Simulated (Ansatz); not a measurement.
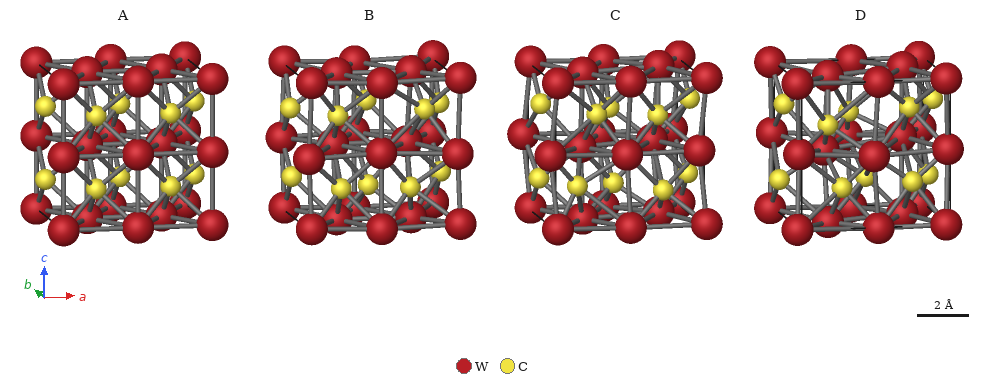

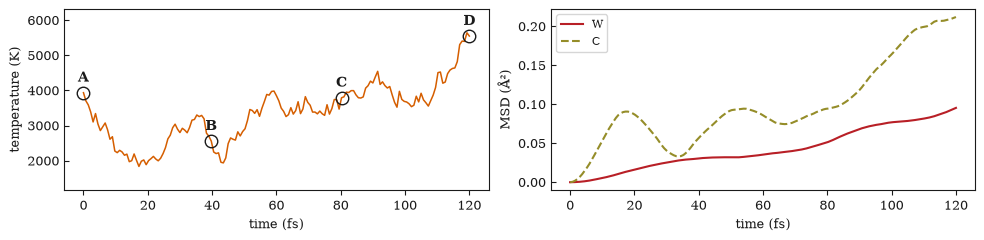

First-principles dynamics of a 16-atom cell of WC (set up in P-6m2), 120 fs long. The cell was cut from the crystal with space group P-6m2. Frames (A at 0 fs, B at 40 fs, C at 80 fs, D at 120 fs) and the history of the run. A ball-and-stick model of the simulation cell, seen slightly off an axis. Bonds to atoms that aren't drawn are left out.

Method: Ansatz, DFT PBE, scalar-relativistic, plane waves, PAW. Run with plane-wave cutoff 420 eV; k-point mesh 2 × 2 × 2; Fermi-Dirac smearing 0.36 eV; low-accuracy preset; volume 1.15 times that of the relaxed crystal; Langevin thermostat (NVT); set temperature 4200 K; time step 0.75 fs; friction 0.02 per fs.

Describe the run.

Answer. The mean temperature in the second half is 3930 K (standard deviation 538 K). The temperature is still climbing (2975 K in the second quarter, 4213 K in the last), so the run isn't equilibrated. The potential energy is still drifting at the end, so the run hasn't reached equilibrium. The potential energy in the second half lies on average 494 meV per atom above the first frame. Root-mean-square distances from the starting positions over the second half, with the common drift of all atoms taken out: C 0.37 Å, W 0.25 Å. The run lasts only 120 fs, too short to tell vibration from diffusion.

Limits of the set-up: the k-point mesh is coarse for a cell with partly filled bands; the program's low-accuracy preset was used.

Cost: 19 min on 1 thread of Arm Neoverse V1 (shared host), peak memory 0.51 GiB.

PAW datasets: the set soft_1.
